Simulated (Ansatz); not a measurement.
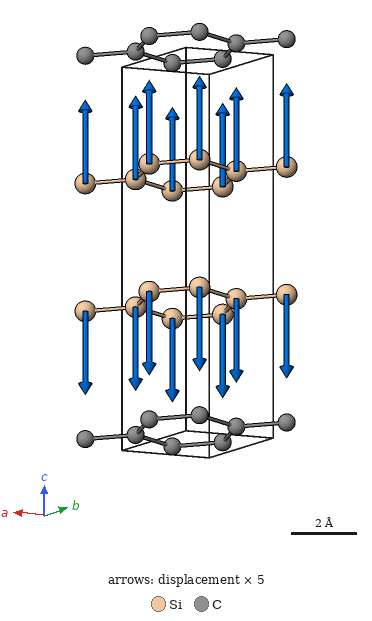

This is a relaxation of crystalline Si₂C (a generated structure, set up in P6/mmm) (coarse preliminary run). The starting structure is drawn; blue arrows show the displacements (the part carried along by the change of the cell is left out), magnified 5 times.

Style: ball-and-stick. Shown: the cell of the calculation, repeated 2 × 2 × 1 with one cell outlined, from a free direction.

Level of theory: DFT PBE, scalar-relativistic, plane waves, PAW in Ansatz 0.2.0.

Input
```yaml
crystal:
  lattice:
    - [2.81559514, 0.0, 0.0]
    - [-1.40779757, 2.43837692, 0.0]
    - [0.0, 0.0, 12.5864962]
  atoms:
    - { symbol: Si, position: [0.33333333, 0.66666667, 0.66666667] }
    - { symbol: Si, position: [0.33333333, 0.66666667, 0.33333333] }
    - { symbol: Si, position: [0.66666667, 0.33333333, 0.66666667] }
    - { symbol: Si, position: [0.66666667, 0.33333333, 0.33333333] }
    - { symbol: C, position: [0.33333333, 0.66666667, 0.0] }
    - { symbol: C, position: [0.66666667, 0.33333333, 0.0] }
basis:
  ecutwfc: 420
kpoints:
  mp_grid: { grid: [6, 6, 2] }
hamiltonian:
  xc: pbe
scf:
  occupations: { method: gaussian, width: 0.1 }
  lower_state_search: "off"
output:
  forces: true
  stress: true
  eigenvalues: true
relax:
  adjacent_minimum: "off"
  f_tol: 0.04
  max_steps: 70
  cell: { stress_tol: 0.4 }
```

Launched with:
```bash
ansatz run input.yaml --threads 1 --pin off --max-ram 2560MiB --backend cpu --events-out ev --progress --plain --runs-dir out
```

Which element moves most?

Silicon: up to 0.55 Å, against 0.00 Å for carbon.

What happened in the run?

The largest moves relative to the cell, 0.55 Å, are those of Si1, Si2, Si3 and Si4. Si2 goes along −c. C stays in place. The volume changes by +20.0 %, with a = b 2.816 → 4.030 Å (+43.1 %), c 12.586 → 7.373 Å (−41.4 %). Near-neighbour distances that change, for instance: Si1–C5 4.195 → 1.906 Å, Si1–Si1 2.816 → 4.030 Å, Si1–Si3 1.626 → 2.327 Å, C5–C6 1.626 → 2.327 Å. New bonds form: Si1–C5 (4.20 → 1.91 Å), Si2–C5 (4.20 → 1.91 Å), Si3–C6 (4.20 → 1.91 Å), Si4–C6 (4.20 → 1.91 Å). The space group stays P6/mmm (No. 191). Over 25 accepted moves (27 points after the start) the energy falls by 35.802 eV per cell of the calculation. The largest force component goes from 0.021 to 0.016 eV/Å. The pressure goes from 164.58 to −0.02 GPa. The SCF was repeated twice at an unchanged geometry on a basis and grid sized afresh for the cell, which shifted the energy by 0.766 eV per cell of the calculation at most.

Limits of the set-up: the k-point mesh is coarse for a cell with partly filled bands.
